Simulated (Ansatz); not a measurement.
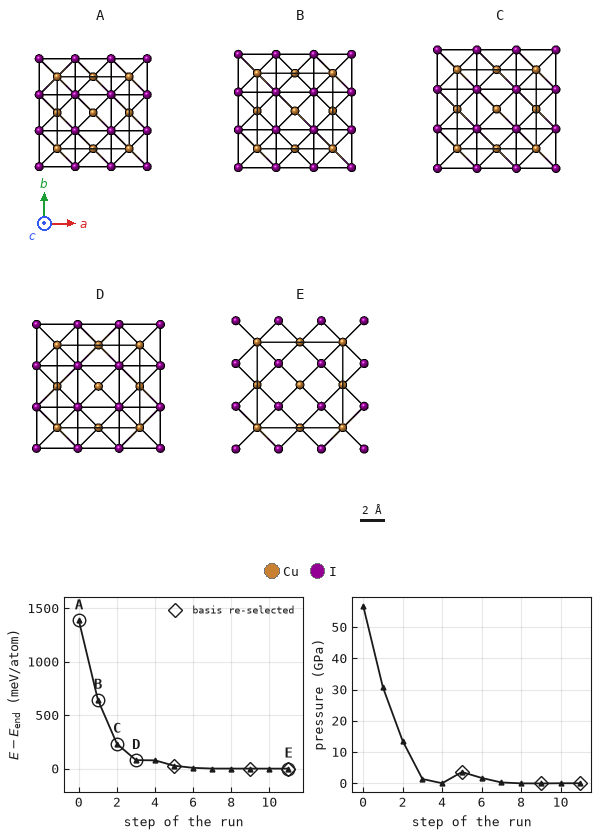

Frames of a relaxation of a crystal of CuI2 (a generated structure, set up in Fm-3m), marked on the history of the run. Style: ball-and-stick. Shown: the conventional cell (4 times the calculation's cell), along the c axis. Lengths and directions refer to the drawn axes.

Case: cell and atoms relaxed from a first guess.

All numbers below come from DFT, PBE, PAW with Ansatz's default frozen-core files, scalar-relativistic in Ansatz 0.2.0.

Input
```yaml
crystal:
  lattice:
    - [0.0, 3.016872344, 3.016872344]
    - [3.016872344, 0.0, 3.016872344]
    - [3.016872344, 3.016872344, 0.0]
  atoms:
    - { symbol: Cu, position: [0.0, 0.0, 0.0] }
    - { symbol: I, position: [0.25, 0.25, 0.25] }
    - { symbol: I, position: [0.75, 0.75, 0.75] }
kpoints:
  mp_grid: { grid: [12, 12, 12] }
scf:
  occupations: { method: fermi_dirac, width: 0.03 }
hamiltonian:
  xc: pbe
  pseudopotentials: { kind: paw }
output:
  forces: true
  stress: true
  write_density: true
  write_potential: true
  elf: true
  volumetric_format: npy
relax:
  f_tol: 0.005
  max_steps: 80
  cell: {}
```

Command:
```bash
ansatz run input.yaml --threads 1 --pin off --max-ram 3072MiB --backend cpu --events-out ev --progress --plain --runs-dir out
```

Question: Describe the path.

Answer: No atom moves by more than 0.005 Å relative to the cell. The drawn cell changes as follows: a = b = c 6.034 → 7.172 Å (+18.9 %); the volume changes by +67.9 %. Near-neighbour distances that change, for instance: I2–I3 3.017 → 3.586 Å, Cu1–I2 2.613 → 3.106 Å. The space group stays Fm-3m (No. 225). The energy falls by 1386 meV per atom in 8 accepted moves (11 points after the start). All forces vanish by symmetry, so only the cell relaxes. The pressure goes from 56.88 to 0.00 GPa. The SCF was repeated 3 times at an unchanged geometry on a basis and grid sized afresh for the cell, which shifted the energy by 50.5 meV per atom at most. From step 0 to 1: volume +15.3 %, energy −743 meV per atom. From step 1 to 2: volume +14.6 %, energy −412 meV per atom. From step 2 to 3: volume +14.3 %, energy −152 meV per atom. From step 3 to 11: volume +11.1 %, energy −79.3 meV per atom.

```csv
step,"E − E(0), meV/atom","pressure, GPa","volume, Å³/atom",note
0,0.00,56.88,18.305,
1,-742.99,30.71,21.115,
2,-1154.76,13.54,24.199,
3,-1307.07,1.37,27.659,
4,-1308.86,0.00,28.109,
5,-1359.40,3.60,28.109,"same geometry, new basis"
6,-1379.08,1.70,29.336,
7,-1385.81,0.25,30.530,
8,-1385.91,-0.03,30.803,
9,-1386.36,-0.06,30.803,"same geometry, new basis"
10,-1386.39,0.00,30.742,
11,-1386.37,0.00,30.742,"same geometry, new basis"
```

Limits of the set-up: an odd number of electrons was run without spin polarisation, which fails if the electron would localise.
